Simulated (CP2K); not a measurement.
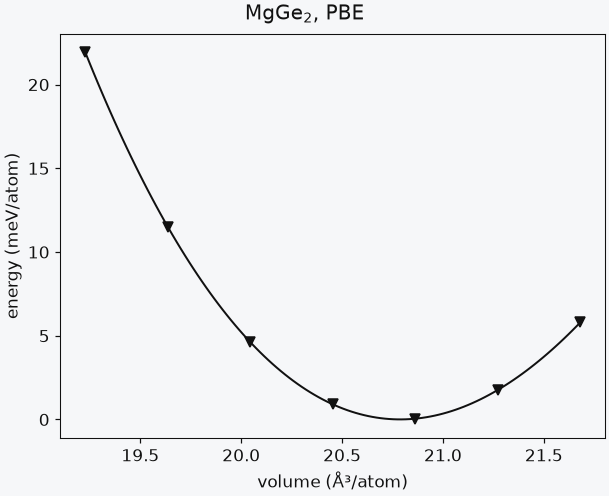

The figure shows the energy against volume for MgGe₂, space group C2/m (No. 12).

Starting cell:
```
CELL_PARAMETERS angstrom
5.82312 0.00000 0.00000
4.64783 3.50805 0.00000
-3.05095 -1.02215 6.00777
ATOMIC_POSITIONS crystal
Ge 0.52923 0.52923 0.29362
Ge 0.47077 0.47077 0.70638
Ge 0.88039 0.88039 0.98544
Ge 0.11961 0.11961 0.01456
Mg 0.81529 0.81529 0.34925
Mg 0.18471 0.18471 0.65075
```

How it was computed, with CP2K 2026.2: DFT in Gaussian orbitals with a plane-wave density, no spin polarisation; energies at scaled volumes of the given cell, shape and fractions fixed, counted from the fit's minimum, third-order Birch-Murnaghan fit. Level: PBE.

k mesh 8×8×5; occupations Fermi–Dirac; smearing width 0.05 eV; potentials GTH PBE with UZH TZVP basis; density cutoff 19050 eV; program settings ngrids 4, rel cutoff ry 60, cutoff ry 1400, basis sets Ge TZVP-MOLOPT-PBE-GTH-q4, basis sets Mg TZVP-MOLOPT-PBE-GTH-q10.

From this curve and the settings, what does the calculation give for the pressure at the same points?

The pressure falls from 4.83 GPa at volume 19.23 Å³/atom to −2.01 GPa at 21.68 Å³/atom, and changes sign near 20.79 Å³/atom.

```json
{"volume (Å³/atom)": "19.23", "pressure (GPa)": "4.83"}
{"volume (Å³/atom)": "19.64", "pressure (GPa)": "3.37"}
{"volume (Å³/atom)": "20.05", "pressure (GPa)": "2.06"}
{"volume (Å³/atom)": "20.45", "pressure (GPa)": "0.87"}
{"volume (Å³/atom)": "20.86", "pressure (GPa)": "-0.19"}
{"volume (Å³/atom)": "21.27", "pressure (GPa)": "-1.14"}
{"volume (Å³/atom)": "21.68", "pressure (GPa)": "-2.01"}
```

Note: shape and atomic fractions are frozen while scaling, which makes layered, chain and framework solids too stiff.
